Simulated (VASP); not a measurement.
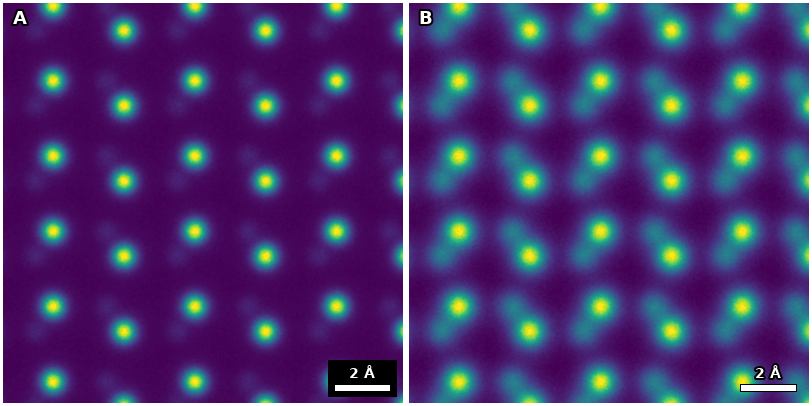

Two simulated images of the same area of GaN (P6_3mc, No. 186) along [100], with a probe of 0.67 Å. One is incoherent Z contrast (Z^1.7 per atom), the other the projected potential of neutral atoms blurred by the probe (iDPC-like, thin sample). Brightness is counted from the darkest point of the image. Shot noise was added. Structure: the end point of a relaxation with VASP, VASP Kohn-Sham DFT of a periodic cell, BLYP, VASP PAW PBE potentials, recommended.

### Which panel is which, and how can one tell?

A is the Z-contrast image and B the potential image. The columns of 1 N per repeat reach about 9 % of the brightest peak (1 Ga) in A but about 41 % in B, mainly since the potential grows much more slowly with atomic number. The N columns show clearly in B alone.
